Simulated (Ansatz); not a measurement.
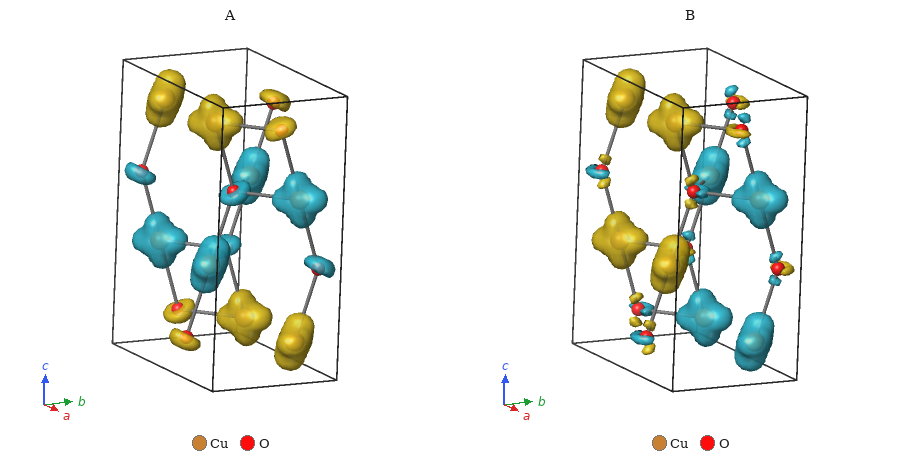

Figure. CuO. Spin density of two self-consistent states of the same cell, at +0.2 (yellow) and −0.2 e/Å³ (cyan).

Space group C2/c; Hubbard U of 4 eV on Cu d only; spin-polarised.

The calculation used DFT r2SCAN+U, scalar-relativistic, plane waves, PAW (Ansatz 0.2.0).

In a PAW calculation such maps are meaningful between the atoms, not at the nuclei.

```
CELL_PARAMETERS angstrom
3.83394 0.00000 5.05807
0.00000 3.42300 0.00000
-5.53406 0.00000 5.05807
ATOMIC_POSITIONS crystal
Cu 0.12500 0.25000 0.87500
Cu 0.62500 0.25000 0.37500
Cu 0.37500 0.75000 0.62500
Cu 0.87500 0.75000 0.12500
Cu 0.37500 0.75000 0.12500
Cu 0.87500 0.75000 0.62500
Cu 0.12500 0.25000 0.37500
Cu 0.62500 0.25000 0.87500
O 0.12500 0.41840 0.12500
O 0.62500 0.41840 0.62500
O 0.37500 0.91840 0.87500
O 0.87500 0.91840 0.37500
O 0.37500 0.58160 0.37500
O 0.87500 0.58160 0.87500
O 0.12500 0.08160 0.62500
O 0.62500 0.08160 0.12500
```

Which magnetic state is the more stable, and how do they differ?

Answer. State A: antiferromagnetic in this solution, which needn't be the ground state, with some nearest magnetic neighbours parallel and some opposed; Cu: +0.7 μB (×4) and −0.7 μB (×4) in one cell of 16 atoms, with smaller moments on O (±0.14 μB). State B: antiferromagnetic in this solution, which needn't be the ground state, with every nearest magnetic neighbour opposed; Cu: +0.7 μB (×4) and −0.7 μB (×4) in one cell of 16 atoms. State A lies lower by 35 meV per atom.
